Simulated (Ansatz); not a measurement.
**Density-of-states calculation, with input and output: Ga8As7**

- system: Ga8As7 (15 atoms in the cell)
- method: DFT PBE, scalar-relativistic, plane waves, PAW, no spin polarisation (Ansatz 0.2.0)

The structure was built on a prototype by a generator; it need not be a known phase. It belongs to a series of runs on one base structure; here: 1 of 8 As atoms taken out at random, relaxed.

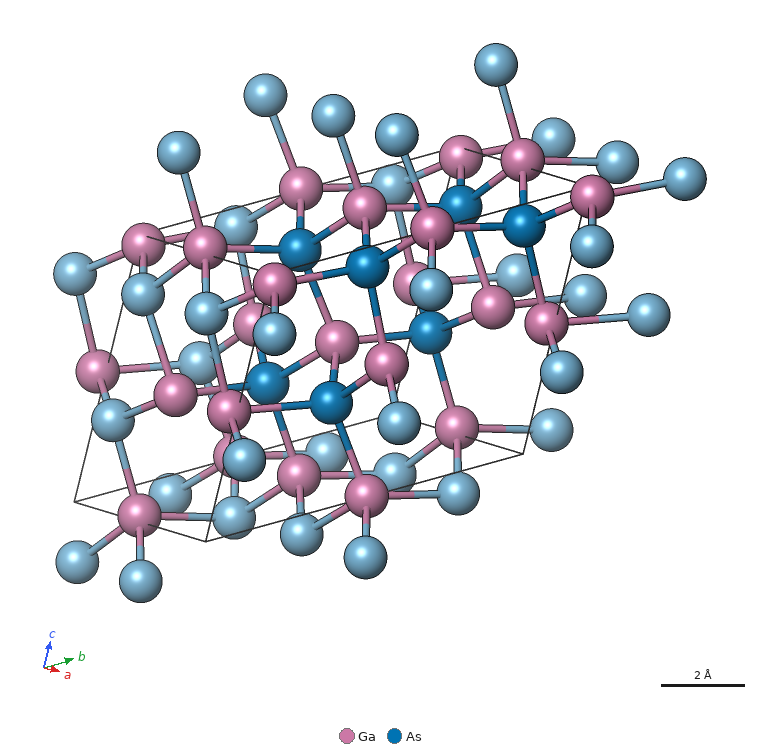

The input geometry (ball-and-stick view of the reduced cell, seen slightly off an axis; neighbours outside the cell are drawn fainter).

**Input**
```yaml
crystal:
  lattice:
    - [-5.711894, -5.708789, 0.05207]
    - [-0.052078, -5.708768, 5.711904]
    - [-5.764758, 2.3e-05, 5.764777]
  atoms:
    - { symbol: Ga, position: [0.9862270668, 0.9870967392, 0.4847108982] }
    - { symbol: Ga, position: [0.4403676389, 0.0338140686, 0.5126875103] }
    - { symbol: Ga, position: [0.0329570628, 0.441228017, 0.512697529] }
    - { symbol: Ga, position: [0.5100259593, 0.5108657384, 0.5012055913] }
    - { symbol: Ga, position: [0.9857105555, 0.9865561864, 0.0417844705] }
    - { symbol: Ga, position: [0.5125102955, 0.9983768845, 0.9944252997] }
    - { symbol: Ga, position: [0.9975646525, 0.5133955578, 0.9943875053] }
    - { symbol: Ga, position: [0.5102258284, 0.5110662698, 0.9768013177] }
    - { symbol: As, position: [0.1316982459, 0.1325685901, 0.1173601668] }
    - { symbol: As, position: [0.6158927543, 0.1341284377, 0.1272378206] }
    - { symbol: As, position: [0.1332876186, 0.6167404168, 0.1272490346] }
    - { symbol: As, position: [0.6238437107, 0.6246644044, 0.1254849373] }
    - { symbol: As, position: [0.6161945661, 0.1337567378, 0.6224184596] }
    - { symbol: As, position: [0.1329170004, 0.6170592553, 0.6224010616] }
    - { symbol: As, position: [0.6426195467, 0.6434625318, 0.606563851] }
basis:
  ecutwfc: 420
kpoints:
  mp_grid: { grid: [4, 4, 5] }
hamiltonian:
  xc: pbe
scf:
  occupations: { method: gaussian, width: 0.1 }
  n_extra_bands: 8
output:
  forces: true
  stress: true
  eigenvalues: true
  populations: true
  dos:
    method: { smearing: { sigma: 0.1, scheme: gaussian } }
    projected: true
    de: 0.02
  write_density: true
  write_potential: true
  elf: true
  volumetric_format: npy
```

Machine: 4 threads of Intel Xeon (Granite Rapids), 12 GiB of memory available, shared host.

Launch command:
```bash
ansatz run input.yaml --threads 4 --pin off --max-ram 9216MiB --backend cpu --events-out ev --progress --plain --runs-dir out
```

**Log**
```
scf.n_extra_bands = 8 over 105 filled bands (N_el = 209.0): the run solves 113 bands
Engine: ansatz 0.2.0, x86_64-unknown-linux-gnu
Pseudopotentials: kind: paw
Pseudopotential: Ga, paw, valence charge 13, recommended cutoff 420 eV (normal), Ga.paw.azcp
Pseudopotential: As, paw, valence charge 15, recommended cutoff 420 eV (normal), As.paw.azcp
Functional definition: PBE
  parameter kappa = 0.804
  parameter beta = 0.06672455060314922
  exchange = pbe_x(kappa = kappa, mu = beta*pi^2/3)
  correlation = pbe_c(beta = beta)
Crystal: 15 atoms, lattice volume = 372.528 Å³
Basis set: ecut = 420 eV, 7311 PW (Γ), exchange–correlation on 108×108×120 points (8 copies of the dense FFT grid, shifted against one another)
Bands: 113, of which v1, the nominal top of the filled ones, is band 105 counted from 1 (104 counted from 0)
Symmetry: 1 space group operations
Space group: P1 (ITA 1), of the structure as read, at distance tolerance 7.2e-5 Å
k-points: 42 of 80 (time reversal used)
Non-local potential: Ga, projectors of the file, l = 0: 2, l = 1: 2, l = 2: 3, l = 3: 1
Non-local potential: As, projectors of the file, l = 0: 2, l = 1: 2, l = 2: 3, l = 3: 1
PAW form: soft (Blöchl's): semilocal exchange-correlation on the pseudo side does not see the compensation charge
PAW one-centre angular grid: Ga, 590 points (default); XC on 64 Gauss nodes
PAW one-centre angular grid: As, 590 points (default); XC on 64 Gauss nodes
Initial density: superposition of atomic densities (neutral atoms: chi_scale 0, normalization atom), corrected by the library's trained network
Initial wavefunctions: pseudopotential atomic-orbital guess
Functional: x = pbe(κ = 0.804, μ = 0.2195149727645171), c = pbe(β = 0.06672455060314922)
SCF iter   1: F=—  HF=-64260.163489 eV  |F-HF|=—  |Δ(HF+E_count)|=         —  Δρ=2.22e-3  dr2=3.61e-2  ethr=1.77e-3  ⟨swp⟩=5.8  Hψ=17519  notcnv=0
preconditioner: auto → LDOS  [metal: Δε(μ)=0.023 eV  Ē_g=12.767 eV  σ=0.100 eV  W_gap=0.13  n_scr=108 (ndim 8)  ℏωp=22.7 eV  f_vac=0.087  D(μ)=2.66/eV (n_scr^D=14)  β→1.0]
SCF iter   2: F=—  HF=-64260.158797 eV  |F-HF|=—  |Δ(HF+E_count)|=   4.69e-3  Δρ=1.72e-3  dr2=2.15e-2  ethr=1.73e-5  ⟨swp⟩=2.0  Hψ=9019  notcnv=0  defer=71
SCF iter   3: F=—  HF=-64260.150965 eV  |F-HF|=—  |Δ(HF+E_count)|=   7.83e-3  Δρ=5.42e-4  dr2=2.06e-3  ethr=1.03e-5  ⟨swp⟩=2.0  Hψ=7560  notcnv=0  defer=71
SCF iter   4: F=—  HF=-64260.150240 eV  |F-HF|=—  |Δ(HF+E_count)|=   7.25e-4  Δρ=1.52e-4  dr2=1.95e-4  ethr=9.86e-7  ⟨swp⟩=2.0  Hψ=7559  notcnv=0  defer=71
SCF iter   5: F=—  HF=-64260.150278 eV  |F-HF|=—  |Δ(HF+E_count)|=   3.81e-5  Δρ=8.29e-5  dr2=7.03e-5  ethr=9.32e-8  ⟨swp⟩=2.0  Hψ=7568  notcnv=0  defer=71
SCF iter   6: F=—  HF=-64260.150236 eV  |F-HF|=—  |Δ(HF+E_count)|=   4.15e-5  Δρ=2.93e-5  dr2=5.78e-6  ethr=3.36e-8  ⟨swp⟩=2.0  Hψ=7647  notcnv=0  defer=20
SCF iter   7: F=—  HF=-64260.150237 eV  |F-HF|=—  |Δ(HF+E_count)|=   1.09e-6  Δρ=1.04e-5  dr2=5.89e-7  ethr=2.77e-9  ⟨swp⟩=2.0  Hψ=7988  notcnv=0  defer=20
SCF iter   8: F=-64260.150238 eV  HF=-64260.150238 eV  |F-HF|=1.93e-8  |Δ(HF+E_count)|=   2.93e-7  Δρ=3.77e-6  dr2=8.68e-8  ethr=4.78e-11  ⟨swp⟩=12.1  Hψ=36992  notcnv=0
SCF 1 converged in 8 iterations: F = -64260.150238 eV  dr2 = 8.68e-8
  Residual-converged pass: ⟨swp⟩=1.0  Hψ=4915  notcnv=0  max |occ|·‖R‖ = 7.1e-9 eV (tolerance 1.0e-8 eV)  dr2=8.68e-8  dr2_onsite=9.52e-9  max |Δocc| = 4.5e-11
  greatest PAW one-centre occupation: 0.999 electrons in one spin orbital (limit 2), on the As atom at site 14 (counted from 0), in its partial waves of l = 2
```

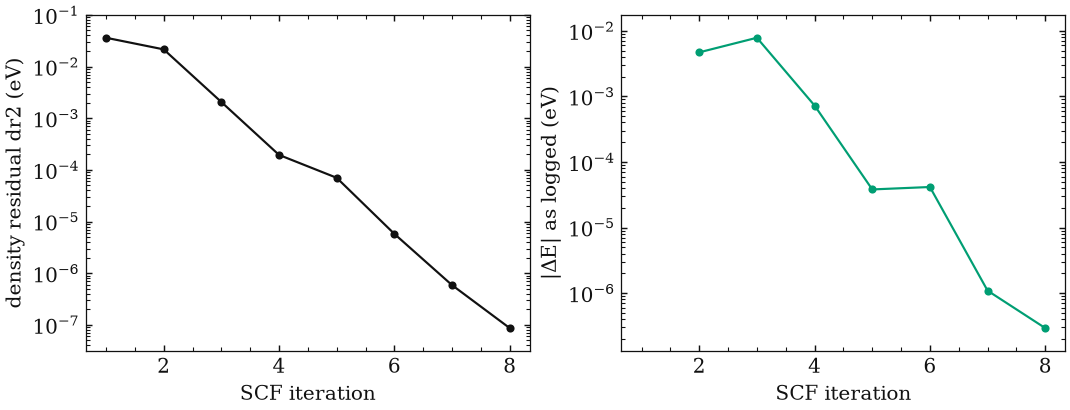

Convergence of the self-consistent field: density residual dr2 and size of the energy change against the SCF iteration. The residual falls at every step.

```
SCF converged after 8 iterations
Free energy (F): -64260.150238 eV
Harris-Foulkes:  -64260.150238 eV  (|F-HF|=1.93e-8)
Internal energy: -64260.136651 eV  (E = F + TS)
E sigma→0 (E₀):  -64260.143444 eV
Entropy (-TS):   -0.013587 eV (-0.906 meV/atom)
Fermi energy:    7.383867 eV
--- Per-component energies (eV) ---
  E_band       = -2473.669580
  E_kinetic    = 1637.777307
  E_local      = -31054.262423  (includes V_loc(G=0)·N_el)
  E_nonlocal   = -1301.675492
  E_hartree    = 15456.011000
  E_xc         = -1102.499766
  E_vxc        = -1011.668135  (∫ρ·V_xc dr)
  E_paw        = -28751.198736  (= ΣΔE_a)
  E_vpaw       = -1655.848866  (= ΣTr[D̂ρ^β])
  E_aug_tail   = -0.000880  (compensation charges beyond the density's cutoff)
  E_ewald      = -19144.287662
  E_smearing   = -0.013587  (= −TS)
  E_closure    = 0.000000  (closes the sum)
  Σ components = -64260.150238   (vs F -64260.150238, Δ=0.00e0)
--- Forces (eV/Å), atoms counted from 1 ---
  atom   1  Ga    -0.04611865    -0.02393212     0.04600438
  atom   2  Ga     0.01144107    -0.02061665     0.01020610
  atom   3  Ga    -0.01038566    -0.02036382    -0.01175714
  atom   4  Ga     0.00081962     0.02279790    -0.00101353
  atom   5  Ga     0.02632102    -0.03734897    -0.02590999
  atom   6  Ga     0.01689769     0.00964112     0.01253483
  atom   7  Ga    -0.01248511     0.01113044    -0.01669889
  atom   8  Ga    -0.01085597     0.01506714     0.01075864
  atom   9  As     0.00814264    -0.04573825    -0.00813779
  atom  10  As    -0.02510399     0.02167999     0.02288193
  atom  11  As    -0.02309592     0.02120744     0.02504514
  atom  12  As     0.00302510     0.00841411    -0.00316075
  atom  13  As     0.03238965     0.01132028    -0.02511359
  atom  14  As     0.02541428     0.01084459    -0.03249999
  atom  15  As     0.00359165     0.01587871    -0.00313580
  max |Σ_I F_I| component: 1.81e-5 eV/Å
--- Stress (GPa, compression-positive) ---
       -0.189771      -0.001728      -0.049230
       -0.001728       0.042653       0.001348
       -0.049230       0.001348      -0.189930
  P = ⅓ Tr σ = -0.1123 GPa (-1.123 kbar)
--- Band table (eV; the first three rows and the last of 42) ---
  k-point 0: bands = ["-28.3527", "-28.3478", "-28.3249", "-28.3115", "-28.3062", "-28.2045", "-28.2039", "-28.2021", "-28.2016", "-28.1916", "-28.1913", "-28.1896", "-28.1893", "-28.1864", "-28.1852", "-28.1837", "-28.1826", "-28.1617", "-28.1613", "-28.1593", "-28.1589", "-28.1557", "-28.1554", "-28.1533", "-28.1530", "-28.1074", "-28.1044", "-28.1002", "-28.0958", "-28.0957", "-28.0702", "-28.0620", "-28.0473", "-28.0425", "-28.0298", "-7.9819", "-7.9636", "-7.9483", "-7.9357", "-7.9267", "-7.8992", "-7.8761", "-7.8736", "-7.8643", "-7.8563", "-7.8339", "-7.8010", "-7.7807", "-7.7788", "-7.7730", "-7.7494", "-7.7214", "-7.7167", "-7.7133", "-7.7131", "-7.7064", "-7.6900", "-7.6874", "-7.6798", "-7.6682", "-7.6436", "-7.6223", "-7.6196", "-7.6137", "-7.6107", "-7.5486", "-7.5416", "-7.5326", "-7.5007", "-7.4975", "-7.4930", "-7.4884", "-7.4838", "-7.4647", "-7.4631", "-5.3261", "-3.8937", "-3.8334", "-3.7663", "-3.4527", "-3.1492", "-3.1180", "0.2008", "0.4030", "0.4275", "0.5237", "0.9625", "0.9948", "1.2083", "4.0072", "4.4030", "4.4872", "4.6061", "4.8546", "4.8924", "4.8936", "5.8990", "5.9129", "5.9650", "6.0115", "6.0587", "6.6163", "6.6688", "6.6816", "7.4288", "7.8617", "7.9288", "7.9575", "8.3642", "8.5259", "8.5348", "8.6347", "8.7069"]
  k-point 1: bands = ["-28.3527", "-28.3478", "-28.3249", "-28.3115", "-28.3062", "-28.2045", "-28.2039", "-28.2021", "-28.2016", "-28.1916", "-28.1913", "-28.1896", "-28.1893", "-28.1864", "-28.1852", "-28.1837", "-28.1826", "-28.1617", "-28.1612", "-28.1593", "-28.1589", "-28.1557", "-28.1554", "-28.1533", "-28.1530", "-28.1074", "-28.1044", "-28.1002", "-28.0958", "-28.0957", "-28.0702", "-28.0620", "-28.0473", "-28.0425", "-28.0298", "-7.9809", "-7.9635", "-7.9477", "-7.9355", "-7.9259", "-7.8996", "-7.8766", "-7.8734", "-7.8635", "-7.8561", "-7.8324", "-7.8027", "-7.7805", "-7.7783", "-7.7724", "-7.7497", "-7.7216", "-7.7159", "-7.7130", "-7.7123", "-7.7062", "-7.6905", "-7.6867", "-7.6808", "-7.6699", "-7.6445", "-7.6220", "-7.6190", "-7.6148", "-7.6114", "-7.5490", "-7.5422", "-7.5333", "-7.5007", "-7.4975", "-7.4932", "-7.4885", "-7.4840", "-7.4649", "-7.4631", "-5.2304", "-4.0405", "-3.8055", "-3.7248", "-3.5089", "-3.2308", "-3.2074", "0.3328", "0.5329", "0.5600", "0.6475", "1.0385", "1.2635", "1.3252", "3.9214", "4.1937", "4.2835", "4.6526", "4.6806", "4.8329", "4.8857", "5.2200", "5.3479", "5.5595", "5.7935", "5.9543", "5.9556", "6.5310", "6.5639", "7.7929", "8.3301", "8.4833", "8.5517", "8.6055", "8.7917", "8.7936", "8.8499", "9.1060"]
  k-point 2: bands = ["-28.3527", "-28.3478", "-28.3249", "-28.3115", "-28.3062", "-28.2045", "-28.2039", "-28.2021", "-28.2016", "-28.1916", "-28.1912", "-28.1896", "-28.1893", "-28.1864", "-28.1852", "-28.1837", "-28.1826", "-28.1616", "-28.1612", "-28.1594", "-28.1589", "-28.1557", "-28.1554", "-28.1533", "-28.1530", "-28.1074", "-28.1044", "-28.1002", "-28.0958", "-28.0957", "-28.0702", "-28.0620", "-28.0473", "-28.0425", "-28.0298", "-7.9792", "-7.9634", "-7.9467", "-7.9352", "-7.9247", "-7.9002", "-7.8773", "-7.8729", "-7.8622", "-7.8558", "-7.8299", "-7.8057", "-7.7803", "-7.7780", "-7.7710", "-7.7502", "-7.7219", "-7.7147", "-7.7127", "-7.7105", "-7.7058", "-7.6917", "-7.6856", "-7.6823", "-7.6727", "-7.6462", "-7.6213", "-7.6176", "-7.6169", "-7.6129", "-7.5496", "-7.5432", "-7.5344", "-7.5006", "-7.4976", "-7.4935", "-7.4886", "-7.4843", "-7.4654", "-7.4631", "-4.9813", "-4.4134", "-3.6991", "-3.6061", "-3.5559", "-3.4106", "-3.3876", "0.3879", "0.7630", "0.7918", "0.8518", "1.3264", "1.5526", "2.0476", "3.3581", "3.8795", "3.9315", "4.0125", "4.2667", "4.4485", "4.9257", "4.9493", "4.9921", "5.3321", "5.4088", "5.8666", "5.9496", "6.3398", "6.4047", "7.4170", "8.2909", "8.7469", "8.7548", "8.9439", "9.0962", "9.1528", "9.2237", "9.6544"]
  k-point 41: bands = ["-28.3527", "-28.3478", "-28.3249", "-28.3115", "-28.3062", "-28.2045", "-28.2039", "-28.2021", "-28.2016", "-28.1916", "-28.1912", "-28.1896", "-28.1893", "-28.1864", "-28.1852", "-28.1837", "-28.1826", "-28.1616", "-28.1612", "-28.1594", "-28.1589", "-28.1557", "-28.1554", "-28.1533", "-28.1530", "-28.1074", "-28.1044", "-28.1002", "-28.0958", "-28.0957", "-28.0702", "-28.0620", "-28.0473", "-28.0425", "-28.0298", "-7.9787", "-7.9623", "-7.9472", "-7.9348", "-7.9248", "-7.9010", "-7.8767", "-7.8713", "-7.8626", "-7.8573", "-7.8292", "-7.8061", "-7.7801", "-7.7769", "-7.7713", "-7.7504", "-7.7219", "-7.7144", "-7.7123", "-7.7104", "-7.7057", "-7.6935", "-7.6877", "-7.6815", "-7.6711", "-7.6463", "-7.6217", "-7.6182", "-7.6166", "-7.6123", "-7.5499", "-7.5432", "-7.5347", "-7.5005", "-7.4977", "-7.4936", "-7.4886", "-7.4844", "-7.4654", "-7.4633", "-4.8820", "-4.4999", "-3.6972", "-3.6527", "-3.6316", "-3.3894", "-3.3660", "0.4113", "0.7532", "0.8276", "0.9743", "1.4276", "1.6228", "2.3466", "3.0944", "3.7023", "3.8051", "3.9427", "4.2182", "4.3763", "4.8389", "4.9487", "5.1051", "5.2723", "5.3882", "5.7962", "5.8423", "6.0989", "6.3473", "7.3760", "8.4957", "8.7398", "8.7862", "9.0638", "9.1948", "9.3373", "9.3705", "9.6039"]
--- Löwdin populations: 15 sites ---
  site symbol       q [e]
     0     Ga     12.9169
     1     Ga     13.0261
     2     Ga     13.0261
     3     Ga     12.9506
     4     Ga     12.9134
     5     Ga     12.9434
     6     Ga     12.9434
     7     Ga     12.9504
     8     As     14.9903
     9     As     14.9998
    10     As     14.9998
    11     As     15.0161
    12     As     14.9996
    13     As     14.9996
    14     As     15.0102
  spilling = 0.001504 (of n_electrons = 209.000000)
```

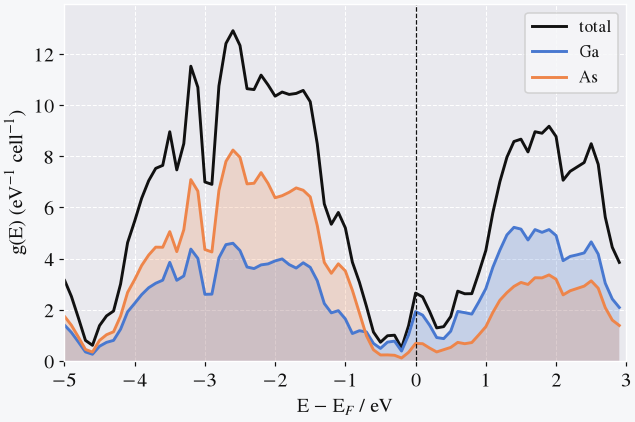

Density of states (projected on Löwdin-orthogonalised atomic shells), with energies from the Fermi level. There are states at the Fermi level: a metal at this level of theory.

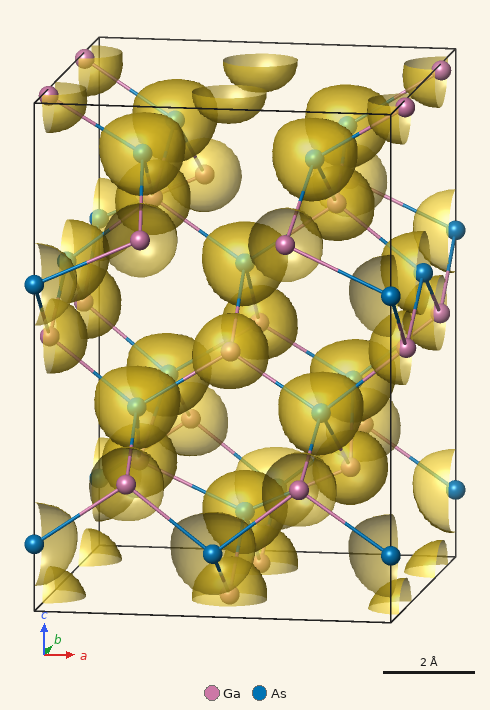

Isosurface of the valence charge density (pseudo) at 0.6 e/Å³ (yellow), seen slightly off an axis. Sticks mark near contacts. The outline is the cell set on symmetry axes. At this value the density breaks into separate islands; it holds about 75 % of the electrons treated as valence (semicore included). It is pinched off along the Ga–As (2.44 Å), Ga–As (2.48 Å) and Ga–As (2.58 Å) contacts. On the grid the lowest density along these lines, outside the cores, is 0.48 e/Å³ (Ga–As, 2.44 Å), 0.46 e/Å³ (Ga–As, 2.48 Å) and 0.38 e/Å³ (Ga–As, 2.58 Å). In a PAW calculation such maps are meaningful between the atoms, not at the nuclei.

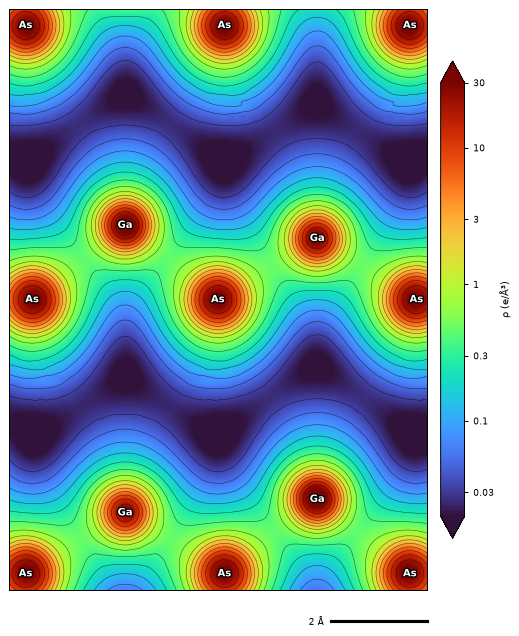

Valence electron density on the (010) plane of the conventional cell. The plane passes through Ga and As nuclei. Ga–As (2.44 Å): ρ is about 0.5 e/Å³ halfway. Ga–As (2.48 Å): ρ at the midpoint is about 0.47 e/Å³. Away from the nuclei the density in this plane falls to 0.02 e/Å³ at its lowest.

**Results in brief**

| quantity | value |
| --- | --- |
| outcome | converged |
| space group (tolerance 0.01 Å) | Imm2 (44) |
| electrons treated | 209 |
| free energy | −64260.1502 eV |
| Fermi energy | 7.384 eV |
| gap on the k-point mesh | none (metallic) |
| pressure | −0.11 GPa |
| largest force (length of the vector) | 0.069 eV/Å |
| wall time | 39 s (CPU time 2.5 min) |
| peak memory | 2.1 GiB |
